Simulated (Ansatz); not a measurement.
## Two runs on C

System: C (P-1, 12 atoms in the cell).
Method of run A: DFT PBE, scalar-relativistic, plane waves, PAW, PAW set soft_1, no spin polarisation (Ansatz 0.2.0).

The structure derives from an entry of the Crystallography Open Database. Text and figures count atoms from 1; the logs count them from 0 in places.

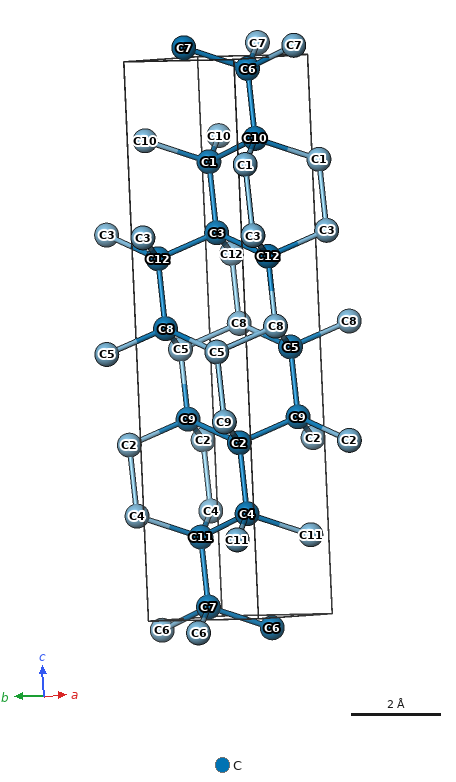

**Figure 1.** The input geometry (ball-and-stick view of the cell of the calculation, set on other vectors, seen at an oblique angle; neighbours outside the cell are drawn fainter; atoms are numbered from 1 in the order of the input). An atom can appear more than once, as a periodic image. Near neighbours in the periodic cell (some may lie outside the picture): C has 4 C at 1.51 to 1.73 Å.

**The input, run A**
```yaml
crystal:
  lattice:
    - [2.5961621202, 0.1386300161, 0.1386300161]
    - [-1.1780239444, 2.1790273404, 0.0507421076]
    - [0.6836011873, 0.6836011873, 12.8019858714]
  atoms:
    - { symbol: C, position: [0.0, 0.0, 0.1868593266] }
    - { symbol: C, position: [0.0, 0.0, 0.6868593266] }
    - { symbol: C, position: [0.0, 0.0, 0.3131406734] }
    - { symbol: C, position: [0.0, 0.0, 0.8131406734] }
    - { symbol: C, position: [0.3333333333, 0.6666666667, 0.5207665411] }
    - { symbol: C, position: [0.6666666667, 0.3333333333, 0.0207665411] }
    - { symbol: C, position: [0.3333333333, 0.6666666667, 0.9792334589] }
    - { symbol: C, position: [0.6666666667, 0.3333333333, 0.4792334589] }
    - { symbol: C, position: [0.3333333333, 0.6666666667, 0.6450950823] }
    - { symbol: C, position: [0.6666666667, 0.3333333333, 0.1450950823] }
    - { symbol: C, position: [0.3333333333, 0.6666666667, 0.8549049177] }
    - { symbol: C, position: [0.6666666667, 0.3333333333, 0.3549049177] }
basis:
  ecutwfc: 520.0
kpoints:
  mp_grid: { grid: [12, 12, 2] }
hamiltonian:
  xc: pbe
  pseudopotentials: { kind: paw, azcp: { folder: soft_1 } }
scf:
  occupations: { method: gaussian, width: 0.05 }
output:
  forces: true
  stress: true
  eigenvalues: true
```

Command:
```bash
ansatz run input.yaml --threads 2 --pin off --max-ram 4096MiB --backend cpu --events-out ev --progress --plain --runs-dir out
```

Hardware: 2 threads of Arm Neoverse N1, 98 GiB of memory available, shared host.

**Output, shortened to warnings, some set-up lines, iterations and results (run A)**
```
Basis set: ecut = 520 eV, 1977 PW (Γ), exchange–correlation on 40×40×192 points (8 copies of the dense FFT grid, shifted against one another)
Symmetry: 2 space group operations
k-points: 148 of 288
Initial density: superposition of atomic densities (chi_scale 0.1, normalization cell)
[...]
SCF iter   1: F=—  HF=-3008.459420 eV  |F-HF|=—  |Δ(HF+E_count)|=         —  Δρ=1.21e-1  dr2=7.78e0  ethr=3.10e-3  ⟨swp⟩=6.1  Hψ=23269  notcnv=0  defer=109
SCF iter   2: F=—  HF=-3006.083376 eV  |F-HF|=—  |Δ(HF+E_count)|=    2.38e0  Δρ=5.14e-2  dr2=1.25e0  ethr=3.10e-3  ⟨swp⟩=2.4  Hψ=11126  notcnv=0  defer=841
SCF iter   3: F=—  HF=-3005.789392 eV  |F-HF|=—  |Δ(HF+E_count)|=   2.94e-1  Δρ=4.65e-3  dr2=5.89e-3  ethr=2.61e-3  ⟨swp⟩=3.0  Hψ=8964  notcnv=0  defer=841
SCF iter   4: F=—  HF=-3005.792191 eV  |F-HF|=—  |Δ(HF+E_count)|=   2.80e-3  Δρ=3.82e-4  dr2=1.67e-4  ethr=1.23e-5  ⟨swp⟩=2.9  Hψ=8443  notcnv=0  defer=397
SCF iter   5: F=—  HF=-3005.792172 eV  |F-HF|=—  |Δ(HF+E_count)|=   1.83e-5  Δρ=1.34e-4  dr2=1.33e-5  ethr=3.49e-7  ⟨swp⟩=2.0  Hψ=7168  notcnv=0  defer=397
SCF iter   6: F=—  HF=-3005.792224 eV  |F-HF|=—  |Δ(HF+E_count)|=   5.19e-5  Δρ=3.65e-5  dr2=4.87e-7  ethr=2.77e-8  ⟨swp⟩=2.2  Hψ=7297  notcnv=0  defer=397
SCF iter   7: F=-3005.792225 eV  HF=-3005.792225 eV  |F-HF|=1.10e-8  |Δ(HF+E_count)|=   5.15e-7  Δρ=7.16e-6  dr2=2.26e-8  ethr=2.08e-10  ⟨swp⟩=11.4  Hψ=24605  notcnv=0
SCF 1 converged in 7 iterations: F = -3005.792225 eV  dr2 = 2.26e-8
SCF converged after 7 iterations
Free energy (F): -3005.792225 eV
Harris-Foulkes:  -3005.792225 eV  (|F-HF|=1.10e-8)
Internal energy: -3005.792225 eV  (E = F + TS)
E sigma→0 (E₀):  -3005.792225 eV
Fermi energy:    13.711915 eV
--- Per-component energies (eV) ---
  E_band       = 165.116033
  E_kinetic    = 1046.263329
  E_local      = -705.485481  (includes V_loc(G=0)·N_el)
  E_nonlocal   = 273.216678
  E_hartree    = 167.679458
  E_xc         = -563.492397
  E_vxc        = -695.220532  (∫ρ·V_xc dr)
  E_paw        = -1196.801565  (= ΣΔE_a)
  E_vpaw       = -89.016267  (= ΣTr[D̂ρ^β])
  E_aug_tail   = 0.000013  (compensation charges beyond the density's cutoff)
  E_ewald      = -2027.172261
  E_smearing   = -0.000000  (= −TS)
  E_closure    = -0.000000  (closes the sum)
  Σ components = -3005.792225   (vs F -3005.792225, Δ=0.00e0)
--- Forces (eV/Å), atoms counted from 1 ---
  atom   1  C     -0.22918238     0.01047173     0.00331666
  atom   2  C      0.48474823     0.41866210     0.54536903
  atom   3  C     -0.48474823    -0.41866210    -0.54536903
  atom   4  C      0.22918238    -0.01047173    -0.00331666
  atom   5  C      0.46989147     0.54334711     0.52496264
  atom   6  C      0.04056736     0.14447050     0.08907583
  atom   7  C     -0.04056736    -0.14447050    -0.08907583
  atom   8  C     -0.46989147    -0.54334711    -0.52496264
  atom   9  C     -0.48651940    -0.53909638    -0.44691555
  atom  10  C     -0.02157615    -0.15114606    -0.01455144
  atom  11  C      0.02157615     0.15114606     0.01455144
  atom  12  C      0.48651940     0.53909638     0.44691555
  max |Σ_I F_I| component: 5.55e-17 eV/Å
--- Stress (GPa, compression-positive) ---
      -26.061115     -47.225927     -44.317570
      -47.225926     -22.158841     -43.709758
      -44.317569     -43.709760     -24.842185
  P = ⅓ Tr σ = -24.3540 GPa (-243.540 kbar)
```

The input of run B differs as follows (lines with − go, lines with + come):
```diff
-    - [2.5961621202, 0.1386300161, 0.1386300161]
-    - [-1.1780239444, 2.1790273404, 0.0507421076]
-    - [0.6836011873, 0.6836011873, 12.8019858714]
+    - [2.4953402903, 0.0, 0.0]
+    - [-1.2476701452, 2.1610280825, 0.0]
+    - [0.0, 0.0, 12.3048213715]
-basis:
-  ecutwfc: 520.0
+  convergence: { dr2_threshold: 1.0e-06 }
```

How does run B compare with run A?

With the same functional and potentials, run B lies 311.7 meV per atom lower (other lines of the input change too). The gap on the mesh goes from 2.22 to 4.52 eV. The pressure goes from −24.35 to 13.79 GPa. The largest force goes from 0.890 to 0.023 eV/Å. The volume per atom goes from 6.18 to 5.53 Å³. The SCF takes 6 iterations against 7. The irreducible k-points go from 148 to 38. The plane waves at Γ go from 1977 to 1271. On the same kind of shared host run B took about 0.18 times as long.

**Output, shortened to warnings, some set-up lines, iterations and results (run B)**
```
Warning: scf.convergence.dr2_threshold = 1e-6 eV is looser than this run's default, which is 1e-7 eV or tighter. The error in the forces grows as the threshold's square root, so leave the key out unless less accurate forces are enough
Warning: output.stress: scf.convergence.dr2_threshold = 1e-6 eV is looser than the 1.2e-9 eV advised for a printed stress (1e-10 eV for each atom of the cell: 12). What an SCF threshold leaves in a stress goes as its square root, and in the free energy as the threshold itself, and one threshold admits the most on a small cell: of the crystals measured, under no hybrid functional and no lock of …
Basis set: ecut = 420 eV, 1271 PW (Γ), exchange–correlation on 36×36×180 points (8 copies of the dense FFT grid, shifted against one another)
Symmetry: 24 space group operations
k-points: 38 of 288
Initial density: superposition of atomic densities (chi_scale 0.1, normalization cell)
[...]
SCF iter   1: F=—  HF=-3013.117682 eV  |F-HF|=—  |Δ(HF+E_count)|=         —  Δρ=1.45e-1  dr2=9.80e0  ethr=3.10e-3  ⟨swp⟩=6.3  Hψ=6296  notcnv=0  defer=14
SCF iter   2: F=—  HF=-3009.932592 eV  |F-HF|=—  |Δ(HF+E_count)|=    3.19e0  Δρ=5.97e-2  dr2=1.53e0  ethr=3.10e-3  ⟨swp⟩=2.8  Hψ=2975  notcnv=0  defer=216
SCF iter   3: F=—  HF=-3009.529508 eV  |F-HF|=—  |Δ(HF+E_count)|=   4.03e-1  Δρ=5.20e-3  dr2=6.16e-3  ethr=3.10e-3  ⟨swp⟩=2.9  Hψ=2266  notcnv=0  defer=216
SCF iter   4: F=—  HF=-3009.532867 eV  |F-HF|=—  |Δ(HF+E_count)|=   3.36e-3  Δρ=5.38e-4  dr2=4.09e-4  ethr=1.28e-5  ⟨swp⟩=2.5  Hψ=2081  notcnv=0  defer=102
SCF iter   5: F=—  HF=-3009.532766 eV  |F-HF|=—  |Δ(HF+E_count)|=   1.00e-4  Δρ=1.75e-4  dr2=8.96e-6  ethr=8.51e-7  ⟨swp⟩=2.2  Hψ=1891  notcnv=0  defer=102
SCF iter   6: F=-3009.532774 eV  HF=-3009.532773 eV  |F-HF|=7.02e-7  |Δ(HF+E_count)|=   6.95e-6  Δρ=4.45e-5  dr2=3.58e-7  ethr=2.08e-9  ⟨swp⟩=11.6  Hψ=6548  notcnv=0
SCF 1 converged in 6 iterations: F = -3009.532774 eV  dr2 = 3.58e-7
SCF converged after 6 iterations
Free energy (F): -3009.532774 eV
Harris-Foulkes:  -3009.532773 eV  (|F-HF|=7.02e-7)
Internal energy: -3009.532774 eV  (E = F + TS)
E sigma→0 (E₀):  -3009.532774 eV
Fermi energy:    16.164893 eV
--- Per-component energies (eV) ---
  E_band       = 224.210594
  E_kinetic    = 1089.147027
  E_local      = -652.497913  (includes V_loc(G=0)·N_el)
  E_nonlocal   = 276.275997
  E_hartree    = 157.583276
  E_xc         = -575.265628
  E_vxc        = -710.687621  (∫ρ·V_xc dr)
  E_paw        = -1200.359814  (= ΣΔE_a)
  E_vpaw       = -93.190769  (= ΣTr[D̂ρ^β])
  E_aug_tail   = 0.000261  (compensation charges beyond the density's cutoff)
  E_ewald      = -2104.415981
  E_smearing   = -0.000000  (= −TS)
  E_closure    = -0.000000  (closes the sum)
  Σ components = -3009.532774   (vs F -3009.532774, Δ=0.00e0)
--- Forces (eV/Å), atoms counted from 1 ---
  atom   1  C     -0.00000000     0.00000000     0.02348405
  atom   2  C      0.00000000    -0.00000000     0.02348405
  atom   3  C     -0.00000000     0.00000000    -0.02348405
  atom   4  C      0.00000000    -0.00000000    -0.02348405
  atom   5  C      0.00000000    -0.00000000     0.00378008
  atom   6  C     -0.00000000     0.00000000     0.00378008
  atom   7  C      0.00000000    -0.00000000    -0.00378008
  atom   8  C     -0.00000000     0.00000000    -0.00378008
  atom   9  C     -0.00000000     0.00000000    -0.01216173
  atom  10  C      0.00000000    -0.00000000    -0.01216173
  atom  11  C     -0.00000000     0.00000000     0.01216173
  atom  12  C      0.00000000    -0.00000000     0.01216173
  max |Σ_I F_I| component: 7.40e-17 eV/Å
--- Stress (GPa, compression-positive) ---
       13.767580       0.000000       0.000000
       -0.000000      13.767580       0.000000
        0.000000       0.000000      13.830974
  P = ⅓ Tr σ = 13.7887 GPa (137.887 kbar)
```

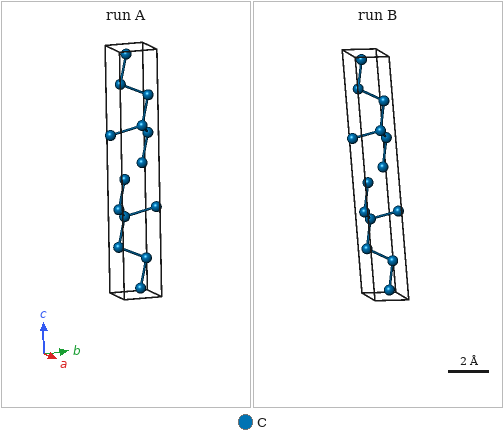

**Figure 2.** The two input geometries at one scale (ball-and-stick view of the reduced cell, seen slightly off an axis). The atoms keep their places relative to the cell (all moves are under 0.005 Å). The volume changes by −10.5 %, with a 2.478 → 2.495 Å (+0.7 %), b 2.604 → 2.495 Å (−4.2 %), c 12.739 → 12.555 Å (−1.4 %), α 90.7° → 95.7°, β 93.7° → 95.7°, γ 115.2° → 120.0°. Among the contacts that change: C–C 1.732 → 1.530 Å, C–C 1.650 → 1.530 Å, C–C 1.621 → 1.554 Å, C–C 1.596 → 1.530 Å.

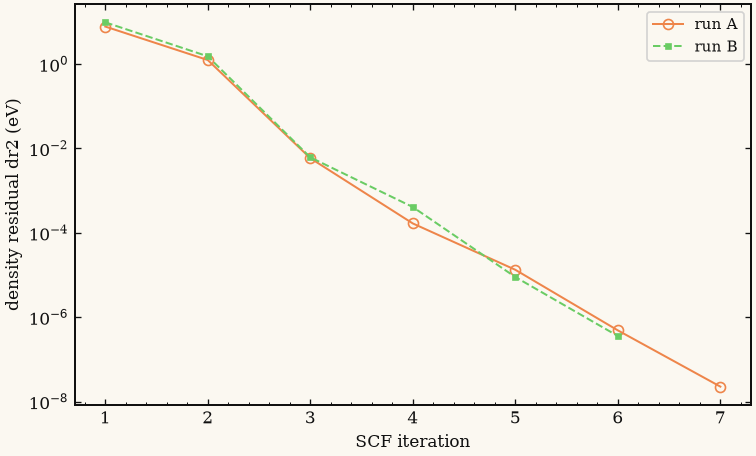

**Figure 3.** Convergence of the two runs: density residual dr2 against the SCF iteration. Run A takes 7 iterations in all, and run B takes 6.

**The two runs side by side**

```tsv
quantity	run A	run B
outcome	converged	converged
free energy per atom (eV)	−250.4827	−250.7944
gap on the mesh (eV)	2.22	4.52
pressure (GPa)	−24.35	13.79
volume per atom (Å³)	6.18	5.53
largest force (eV/Å)	0.890	0.023
SCF iterations	7	6
irreducible k-points	148	38
plane waves at Γ	1977	1271
wall time (shared host)	28 s	5.1 s
```

For run A: The cell is under a tension of 24 GPa at this level, so it is not at its equilibrium volume. For run B: Warnings: the SCF threshold is loose for the printed forces; the SCF threshold is looser than advised for the printed stress. The cell is under a pressure of 13.8 GPa at this level, so it is not at its equilibrium volume.
